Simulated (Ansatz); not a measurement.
# A series of single points on TaN

System: TaN (Fm-3m, 2 atoms in the cell).
Method: Kohn-Sham DFT of a periodic cell, LDA, Ansatz PAW, no spin polarisation (Ansatz 0.2.0).

The 5 runs differ only in the geometry, by an even scaling of the cell at fixed fractional positions. The structure derives from a Materials Project entry.

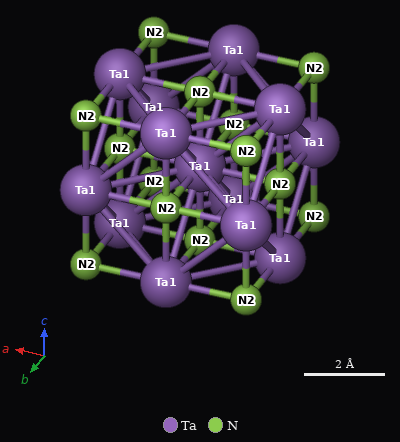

Figure 1. The structure of run 3 (ball-and-stick view of the cell 4 times as large as that of the calculation, set on its symmetry axes, seen at an oblique angle; atoms are numbered from 1 in the order of the input).

### Input of run 3
```yaml
crystal:
  lattice:
    - [0.0, 2.1964814589, 2.1964814589]
    - [2.1964814589, 0.0, 2.1964814589]
    - [2.1964814589, 2.1964814589, 0.0]
  atoms:
    - { symbol: Ta, position: [0.5, 0.5, 0.5] }
    - { symbol: "N", position: [0.0, 0.0, 0.0] }
hamiltonian:
  xc: lda
  pseudopotentials: { kind: paw }
kpoints:
  mp_grid: { grid: [10, 10, 10] }
scf:
  occupations: { method: fermi_dirac, width: 0.05 }
output:
  forces: true
  stress: true
  eigenvalues: true
```

Command:
```bash
ansatz run input.yaml --threads 2 --pin off --max-ram 5120MiB --backend cpu --events-out ev --progress --plain --runs-dir out
```

Run 4 differs from it as follows:
```diff
-    - [0.0, 2.1964814589, 2.1964814589]
-    - [2.1964814589, 0.0, 2.1964814589]
-    - [2.1964814589, 2.1964814589, 0.0]
+    - [0.0, 2.211323, 2.211323]
+    - [2.211323, 0.0, 2.211323]
+    - [2.211323, 2.211323, 0.0]
```

### Results, with one run withheld

```csv
run,volume per atom (Å³),"free energy per atom, from the lowest run given (meV)",pressure (GPa)
1,10.164,0.12,4.14
2,10.381,0.00,−3.79
3,10.597,9.97,−10.86
4,10.813,?,?
5,11.246,90.26,−27.81
```

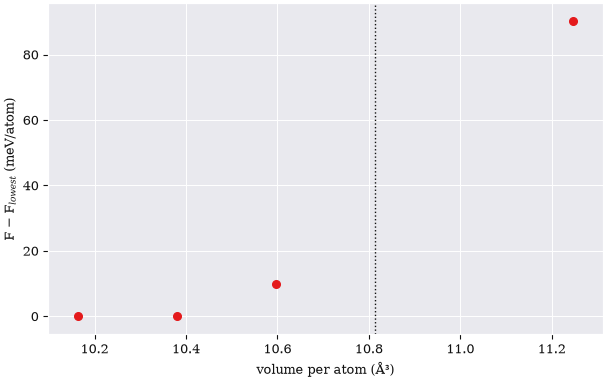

Figure 2. Free energy per atom of the runs given; the dotted line marks run 4.

Estimate the energy of run 4 from the others.

A quadratic polynomial in V^(−2/3) (the Birch–Murnaghan form), fitted to the 4 runs given, misses them by at most 0.03 meV per atom. With x = V^(−2/3) − 0.20744 Å⁻², it reads F = 9.1062 − 4971.8 x + 5.9642e+05 x² (meV per atom). At run 4 it gives 28.84 meV per atom, and the run itself gives 28.94. The slope of the fit gives a pressure −dF/dV of −17.12 GPa there, and the run prints −17.17 GPa. The two needn't agree exactly: the fit is approximate, and the printed stress is taken on a finite basis. The fit has its minimum at 10.273 Å³ per atom, where V d²F/dV² gives 370 GPa: the bulk modulus at this level, since symmetry fixes the shape and the positions.

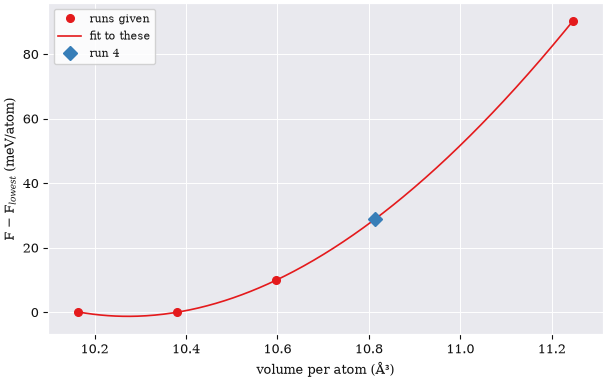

Figure 3. The fit and the withheld run.

### Output, shortened to warnings, some set-up lines, iterations and results (run 4)
```
Basis set: ecut = 420 eV, 411 PW (Γ)
Symmetry: 48 space group operations
k-points: 47 of 1000
Initial density: superposition of atomic densities (neutral atoms: chi_scale 0, normalization atom), corrected by the library's trained network
[...]
SCF iter   1: F=—  HF=-10058.667057 eV  |F-HF|=—  |Δ(HF+E_count)|=         —  Δρ=1.07e-2  dr2=2.80e-2  ethr=1.77e-3  ⟨swp⟩=6.0  Hψ=7301  notcnv=0  defer=4
SCF iter   2: F=—  HF=-10058.663894 eV  |F-HF|=—  |Δ(HF+E_count)|=   3.16e-3  Δρ=7.61e-3  dr2=1.52e-2  ethr=1.56e-4  ⟨swp⟩=1.0  Hψ=1176  notcnv=0  defer=14
SCF iter   3: F=—  HF=-10058.660454 eV  |F-HF|=—  |Δ(HF+E_count)|=   3.44e-3  Δρ=1.18e-3  dr2=3.04e-4  ethr=8.42e-5  ⟨swp⟩=2.0  Hψ=850  notcnv=0  defer=14
SCF iter   4: F=—  HF=-10058.660326 eV  |F-HF|=—  |Δ(HF+E_count)|=   1.29e-4  Δρ=1.81e-4  dr2=6.06e-6  ethr=1.69e-6  ⟨swp⟩=2.1  Hψ=839  notcnv=0  defer=14
SCF iter   5: F=—  HF=-10058.660323 eV  |F-HF|=—  |Δ(HF+E_count)|=   3.09e-6  Δρ=2.98e-5  dr2=1.75e-7  ethr=3.36e-8  ⟨swp⟩=2.5  Hψ=1017  notcnv=0  defer=14
SCF iter   6: F=-10058.660323 eV  HF=-10058.660323 eV  |F-HF|=3.49e-10  |Δ(HF+E_count)|=   4.41e-8  Δρ=3.16e-6  dr2=8.85e-10  ethr=5.56e-10  ⟨swp⟩=7.4  Hψ=3411  notcnv=0
SCF 1 converged in 6 iterations: F = -10058.660323 eV  dr2 = 8.85e-10
SCF converged after 6 iterations
Free energy (F): -10058.660323 eV
Harris-Foulkes:  -10058.660323 eV  (|F-HF|=3.49e-10)
Internal energy: -10058.654022 eV  (E = F + TS)
E sigma→0 (E₀):  -10058.657173 eV
Entropy (-TS):   -0.006300 eV (-3.150 meV/atom)
Fermi energy:    20.945300 eV
--- Per-component energies (eV) ---
  E_band       = -56.392276
  E_kinetic    = 499.358404
  E_local      = -601.215350  (includes V_loc(G=0)·N_el)
  E_nonlocal   = 66.718776
  E_hartree    = 199.403070
  E_xc         = -277.456305
  E_vxc        = -281.569402  (∫ρ·V_xc dr)
  E_paw        = -8267.181597  (= ΣΔE_a)
  E_vpaw       = -138.490783  (= ΣTr[D̂ρ^β])
  E_aug_tail   = 0.000149  (compensation charges beyond the density's cutoff)
  E_ewald      = -1678.620117
  E_core_change = 0.338947  (= ΣΔE_core)
  E_smearing   = -0.006300  (= −TS)
  E_closure    = -0.000000  (closes the sum)
  Σ components = -10058.660323   (vs F -10058.660323, Δ=0.00e0)
--- Forces (eV/Å), atoms counted from 1 ---
  atom   1  Ta     0.00000000    -0.00000000     0.00000000
  atom   2  N     -0.00000000     0.00000000    -0.00000000
  max |Σ_I F_I| component: 4.04e-29 eV/Å
--- Stress (GPa, compression-positive) ---
      -17.174686       0.000000      -0.000000
       -0.000000     -17.174686      -0.000000
        0.000000      -0.000000     -17.174686
  P = ⅓ Tr σ = -17.1747 GPa (-171.747 kbar)
```

Notes: Spin–orbit coupling is left out, which matters for Ta.
